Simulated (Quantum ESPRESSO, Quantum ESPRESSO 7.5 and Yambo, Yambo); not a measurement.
## P (puckered monolayer): G0W0 with Yambo, start to end

How does a plane-wave GW calculation on P (puckered monolayer) run from the first input to the gap?

Program: Quantum ESPRESSO 7.5 and Yambo 5.3.0. Level of theory: PBE and many-body steps on it, plane waves. Results are calculated unless marked as measured.

**Experimental background.**

- Gap 1.75 ± 0.04 eV: optical gap, 1L, PL exciton peak; photoluminescence; 263 K; monolayer (mechanically exfoliated monolayer on 275 nm SiO2/Si, nitrogen flow) on SiO2/Si (“Optical Tuning of Exciton and Trion Emissions in Monolayer Phosphorene”, 2015, arxiv:1504.06386).

- Gap 1 eV: monolayer transport gap from transistor characteristics; field-effect transistor transfer characteristics; monolayer (quoted in “Exceptional and Anisotropic Transport Properties of Photocarriers in Black Phosphorus”, 2015, arxiv:1503.08525).

- Gap 2.2 eV: quasiparticle gap; monolayer (quoted in “Experimental evidence of monolayer arsenene: An exotic two-dimensional semiconducting material”, 2018, arxiv:1812.05978).

- Gap 1.991 ± 0.036 eV: optical gap, neutral exciton PL emission energy (mean over flakes); low-temperature micro-photoluminescence; monolayer (exfoliated flakes on Si with 300 nm SiO2) on SiO2/Si (“Excitons in atomically thin black phosphorus”, 2016, arxiv:1601.01110).

- Gap 1.67 eV: optical gap of monolayer from PL emission peak; photoluminescence; 300 K; monolayer (exfoliated monolayer) (“Infrared fingerprints of few-layer black phosphorus”, 2016, arxiv:1607.08049).

This is a selection; 2 further reports are not listed.

Most raw output is cut from this account.

### 1. The structure

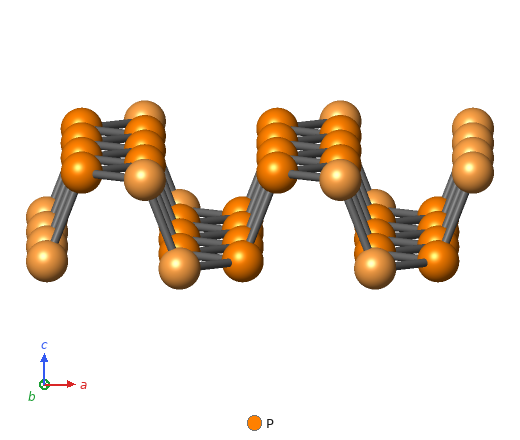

The starting structure, seen nearly edge on (phosphorus orange). 2×3×1 cells are drawn. Some periodic images of atoms are drawn too.

The cell holds 4 atoms: 4 P. Its edges and angles: a = 4.626 Å, b = 3.304 Å, c = 14.000 Å, α = 90.0°, β = 90.0°, γ = 90.0°. Vacuum lies along c.

The structure was relaxed with PBE. The runs that relaxed it are not among those shown.

### 2. Ground state

This step: Quantum ESPRESSO 7.5; DFT, PBE, plane waves, norm-conserving pseudopotentials.

The ground-state density comes first.

pw.in

```
&control
  calculation = 'scf'
  prefix = 'x'
  outdir = 'o'
  pseudo_dir = 'pseudo'
/
&system
  ibrav = 0
  nat = 4
  ntyp = 1
  ecutwfc = 36.0
  nbnd = 16
  force_symmorphic = .true.
/
&electrons
  conv_thr = 1e-10
  electron_maxstep = 80
  mixing_beta = 0.5
/
ATOMIC_SPECIES
  P 30.974 P.upf
CELL_PARAMETERS angstrom
  4.6261974460 0.0000000000 0.0000000000
  0.0000000000 3.3043566150 0.0000000000
  0.0000000000 0.0000000000 14.0000000000
ATOMIC_POSITIONS crystal
  P 0.0887347685 0.0000000000 0.5752704305
  P 0.4112652315 0.5000000000 0.5752704305
  P 0.5887347685 0.5000000000 0.4247295489
  P 0.9112652315 0.0000000000 0.4247295489
K_POINTS automatic
  8 10 1 0 0 0
```

Command:

```bash
OMP_NUM_THREADS=1 mpirun -n 4 pw.x -nk 4 -in pw.in > pw.out
```

Run time: 14 s. Hardware: 4 MPI ranks of Arm Neoverse V1, shared host; peak memory 0.32 GiB.

Numbers from this step:

```
total energy               : -753.6752 eV
gap                        : 0.9068 eV
k of the valence top       : 0, 0, 0
k of the conduction bottom : 0, 0, 0
least direct gap           : 0.9068 eV
```

The gap is direct, at Γ.

### 3. Bands along the symmetry lines

The cheap functional maps the bands first; the places of the edges decide which points the dearer methods must see.

pw.in

```
&control
  calculation = 'bands'
  prefix = 'x'
  outdir = 'o'
  pseudo_dir = 'pseudo'
/
&system
  ibrav = 0
  nat = 4
  ntyp = 1
  ecutwfc = 36.0
  nbnd = 16
  force_symmorphic = .true.
/
&electrons
  conv_thr = 1e-9
  electron_maxstep = 80
  diago_full_acc = .true.
  diago_thr_init = 5e-6
/
ATOMIC_SPECIES
  P 30.974 P.upf
CELL_PARAMETERS angstrom
  4.6261974460 0.0000000000 0.0000000000
  0.0000000000 3.3043566150 0.0000000000
  0.0000000000 0.0000000000 14.0000000000
ATOMIC_POSITIONS crystal
  P 0.0887347685 0.0000000000 0.5752704305
  P 0.4112652315 0.5000000000 0.5752704305
  P 0.5887347685 0.5000000000 0.4247295489
  P 0.9112652315 0.0000000000 0.4247295489
K_POINTS crystal
  33
  0.00000000 0.00000000 0.00000000 1
  0.06250000 0.00000000 0.00000000 1
  0.12500000 0.00000000 0.00000000 1
  0.18750000 0.00000000 0.00000000 1
  0.25000000 0.00000000 0.00000000 1
  0.31250000 0.00000000 0.00000000 1
  0.37500000 0.00000000 0.00000000 1
  0.43750000 0.00000000 0.00000000 1
  0.50000000 0.00000000 0.00000000 1
  0.50000000 0.06250000 0.00000000 1
  0.50000000 0.12500000 0.00000000 1
  0.50000000 0.18750000 0.00000000 1
  0.50000000 0.25000000 0.00000000 1
  0.50000000 0.31250000 0.00000000 1
  0.50000000 0.37500000 0.00000000 1
  0.50000000 0.43750000 0.00000000 1
  0.50000000 0.50000000 0.00000000 1
  0.43750000 0.50000000 0.00000000 1
  0.37500000 0.50000000 0.00000000 1
  0.31250000 0.50000000 0.00000000 1
  0.25000000 0.50000000 0.00000000 1
  0.18750000 0.50000000 0.00000000 1
  0.12500000 0.50000000 0.00000000 1
  0.06250000 0.50000000 0.00000000 1
  0.00000000 0.50000000 0.00000000 1
  0.00000000 0.43750000 0.00000000 1
  0.00000000 0.37500000 0.00000000 1
  0.00000000 0.31250000 0.00000000 1
  0.00000000 0.25000000 0.00000000 1
  0.00000000 0.18750000 0.00000000 1
  0.00000000 0.12500000 0.00000000 1
  0.00000000 0.06250000 0.00000000 1
  0.00000000 0.00000000 0.00000000 1
```

The job ended after 6 s (4 MPI ranks; peak memory 0.25 GiB; 24 s of CPU time).

This step gave:

* gap: 0.9068 eV
* k of the valence top: 0, 0, 0
* k of the conduction bottom: 0, 0, 0
* least direct gap: 0.9068 eV

The gap is 0.907 eV, as in the run before at this level.

The electronic bands at the labelled points (eV, zero at the top of the highest filled band):

```
point  band 7  band 8  band 9  band 10  band 11  band 12  band 13  band 14
    Γ   -3.30   -1.73   -1.64     0.00     0.91     1.64     2.65     3.29
    X   -2.51   -2.51   -1.26    -1.26     2.08     2.08     3.63     3.63
    S   -4.55   -4.55   -1.10    -1.10     2.39     2.39     3.81     3.81
    Y   -2.69   -2.69   -1.93    -1.93     1.23     1.23     2.17     2.17
    Γ   -3.30   -1.73   -1.64     0.00     0.91     1.64     2.65     3.29
```

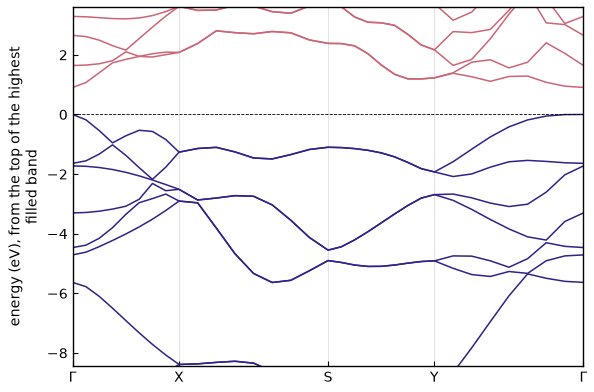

Electronic bands along the path; lines of filled and empty bands in two colours.

### 4. Empty states on the mesh, 4×6×1 mesh, 294 bands

The sums over transitions need many empty states on a uniform mesh; this step solves for them.

pw.in

```
&control
  calculation = 'nscf'
  prefix = 'x'
  outdir = 'o'
  pseudo_dir = 'pseudo'
/
&system
  ibrav = 0
  nat = 4
  ntyp = 1
  ecutwfc = 36.0
  nbnd = 294
  force_symmorphic = .true.
/
&electrons
  conv_thr = 1e-9
  electron_maxstep = 80
  diago_full_acc = .true.
  diago_thr_init = 5e-6
/
ATOMIC_SPECIES
  P 30.974 P.upf
CELL_PARAMETERS angstrom
  4.6261974460 0.0000000000 0.0000000000
  0.0000000000 3.3043566150 0.0000000000
  0.0000000000 0.0000000000 14.0000000000
ATOMIC_POSITIONS crystal
  P 0.0887347685 0.0000000000 0.5752704305
  P 0.4112652315 0.5000000000 0.5752704305
  P 0.5887347685 0.5000000000 0.4247295489
  P 0.9112652315 0.0000000000 0.4247295489
K_POINTS automatic
  4 6 1 0 0 0
```

Run time: 65 s. Hardware: 4 MPI ranks; peak memory 0.76 GiB; 4.3 min of CPU time.

This step gave:

| Quantity | Value |
| --- | --- |
| gap | 0.9068 eV |
| k of the valence top | 0, 0, 0 |
| k of the conduction bottom | 0, 0, 0 |
| least direct gap | 0.9068 eV |
| k points computed | 12 |
| lowest point of the top converged band, above the valence top | 67.4032 eV |

On this mesh the gap is 0.907 eV.

### 5. Conversion and set-up

This step: Yambo 5.3.0; conversion and set-up on PBE, plane waves, norm-conserving pseudopotentials.

The states are converted to the many-body program's format and the q mesh is built.

Command:

```bash
(cd o/x.save; p2y > p2y.log; mv SAVE ../..); yambo > setup.log
```

Wall time 1.9 s (1 MPI rank); peak memory 0.24 GiB.

### 6. Screening and self-energy, 4×6×1 mesh, 294 bands, screening to 163.3 eV

Now the one-shot GW correction: screening in the RPA, then the self-energy of the levels asked for.

This step: G0W0 on PBE, plane waves, norm-conserving pseudopotentials.

gw3.in

```
HF_and_locXC
gw0
dyson
ppa
em1d
rim_cut
rim_w
RandQpts= 3000000
RandGvec= 100 RL
CUTGeo= "slab z"
RandGvecW= 9 RL
EXXRLvcs= 36 Ry
VXCRLvcs= 144 Ry
Chimod= "HARTREE"
% BndsRnXp
 1 | 294 |
%
NGsBlkXp= 12 Ry
% LongDrXp
 1 | 1 | 0 |
%
% GbndRnge
 1 | 294 |
%
DysSolver= "n"
ExtendOut
PPAPntXp= 27.21138 eV
% QPkrange
 1 | 1 | 9 | 12 |
%
```

Command:

```bash
OMP_NUM_THREADS=1 mpirun -n 4 yambo -F gw3.in -J gw3 -C gw3 > gw3.log
```

It took 15 min on 4 MPI ranks; peak memory 2.9 GiB; 59 min of CPU time.

Numbers from this step:

```yaml
g0w0_gap_on_the_points_computed: 2.031 eV
starting_gap_on_the_mesh: 0.9068 eV
k_of_the_valence_top: 0, 0, 0
k_of_the_conduction_bottom: 0, 0, 0
least_direct_g0w0_gap_on_the_computed_points: 2.031 eV
z_at_the_valence_top: 0.7155
z_at_the_conduction_bottom: 0.7250
```

The gap on the mesh goes from 0.91 eV to 2.03 eV, a correction of +1.12 eV.

Limits: finite bands, cutoff and mesh. v1 is the top filled band, c1 the lowest empty one. Levels before and after the correction, in eV, zero at the valence-band top of each column:

```csv
,conduction bottom,valence top
Kohn-Sham,0.91,0.00
G0W0,2.03,0.00
```

```
           level  energy (eV)
Kohn-Sham   Γ v2       -1.639
Kohn-Sham   Γ v1        0.000
Kohn-Sham   Γ c1        0.907
Kohn-Sham   Γ c2        1.643
     G0W0   Γ v2       -1.764
     G0W0   Γ v1        0.000
     G0W0   Γ c1        2.031
     G0W0   Γ c2        2.900
```

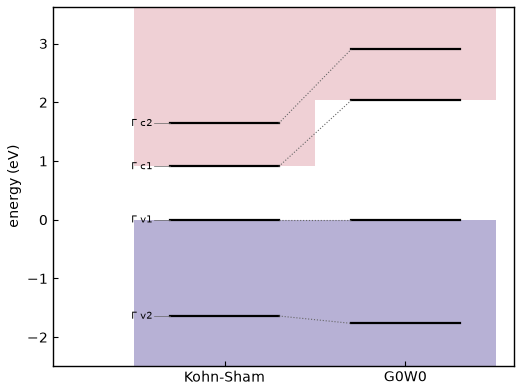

Levels before and after the correction. Shaded: valence and conduction bands.

### 7. Where the time went

Times are wall times on the hardware named with each run, good to a factor of about two.

```
                          step    time  share  memory (GiB)
                  ground state    14 s    1 %          0.32
bands along the symmetry lines     6 s    1 %          0.25
      empty states on the mesh    65 s    7 %          0.76
         conversion and set-up   1.9 s    0 %          0.24
     screening and self-energy  15 min   91 %           2.9
```

### 8. Outcome

| Item | Value |
| --- | --- |
| PBE gap | 0.91 eV, direct |
| G0W0 gap on the mesh | 2.03 eV |
| GW settings | 4×6×1 mesh, 294 bands, screening to 163.3 eV, Godby-Needs plasmon pole |
| known limits | not at the basis limit |

G0W0 moves the gap on the mesh from 0.91 eV to 2.03 eV (+1.12 eV), with Z of 0.72 and 0.72 at the edges. Only 1 of the mesh's irreducible points was corrected, so a valley elsewhere could overtake. The dearest step here is «screening and self-energy». Against experiment, by G0W0@PBE: the direct gap of 2.03 eV lies +0.28 eV from the measured 1.75 ± 0.04 eV (exciton, 263 K, on SiO2/Si, 2015); the gap of 2.03 eV lies +1.03 eV from the measured 1 eV (transport, quoted 2015); the gap of 2.03 eV lies −0.17 eV from the measured 2.2 eV (electronic, quoted 2018); the direct gap of 2.03 eV lies +0.04 eV from the measured 1.991 ± 0.036 eV (exciton, on SiO2/Si, 2016); the direct gap of 2.03 eV lies +0.36 eV from the measured 1.67 eV (exciton, 300 K, 2016). An exciton line or allowed optical edge lies below the quasiparticle gap by the binding energy; a forbidden edge can push the onset above it. The computed sheet is free-standing; a substrate or cover screens it further and lowers both gap and binding, while the exciton line moves little. The calculation has static nuclei and no excitons; a measured gap holds zero-point and thermal motion, which mostly lowers it. Bands and cutoff are finite, so the gap is not at the basis limit. The miss can reach some tenths of an eV and take either sign; the mesh is an error of its own. In the G0W0 run levels were corrected at 1 k point alone, so a gap called «on the mesh» is the least over those, and an edge elsewhere would be missed.

[Paths, hosts, dates, memory and timing lines, banners, echoed tables and standing remarks are left out of the program output.]

[Logs are printed without paths, hosts, clocks, repeated set-up lines and the standing remarks that a program may print on its own settings, such as how far it seeks lower states.]

[Runs of the session that timed out or met a known fault of the program may be left out.]

[Hosts, paths, dates, database ids (printed as entryN), source tags and the programs' standing remarks are cut or masked in the printed files.]
